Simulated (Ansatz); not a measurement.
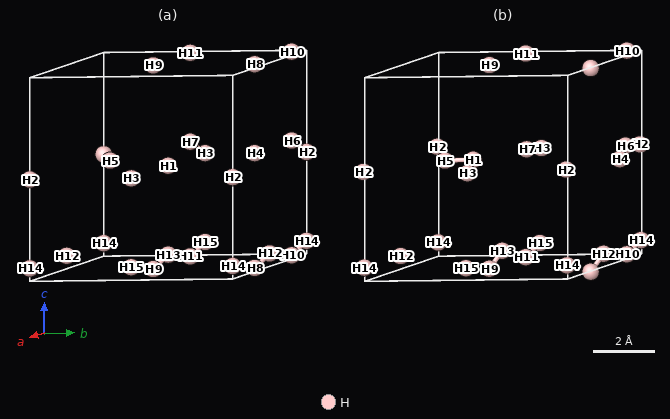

The structure of a defect cell of composition H (started half-way along a vacancy jump, in the symmetry of that start) before (left) and after (right) a relaxation, at one scale.

Style: ball-and-stick. Shown: the cell of the calculation (origin shifted), slightly off an axis.

Level of theory: DFT PBE, scalar-relativistic, plane waves, PAW in Ansatz 0.2.0. Settings: plane-wave cutoff 420 eV; k-point mesh 4 × 4 × 4; occupations gaussian; smearing width 0.05 eV; no spin polarisation; atoms relaxed in a fixed cell; force threshold 0.02 eV/Å; at most 60 steps.

Q: What changed between the two?

A: The largest moves, 1.10 Å, are those of H1 and H4. H1 goes along [1 −3 1]. The cell doesn't change. Among the contacts that change: H1–H5 1.959 → 0.934 Å. The energy falls by 3.823 eV per cell of the calculation in 17 accepted moves (22 points after the start). The largest force component goes from 1.3 to 0.017 eV/Å. The line search rejected the trial steps at points 10, 16, 18, 21 of the run. 1 step only repeated the SCF at the same geometry. The forces were under the threshold at step 7, but the run went on from there.

Limits of the set-up: the periodic images lie only 6.7 Å apart, so the values are limited by the cell's size.
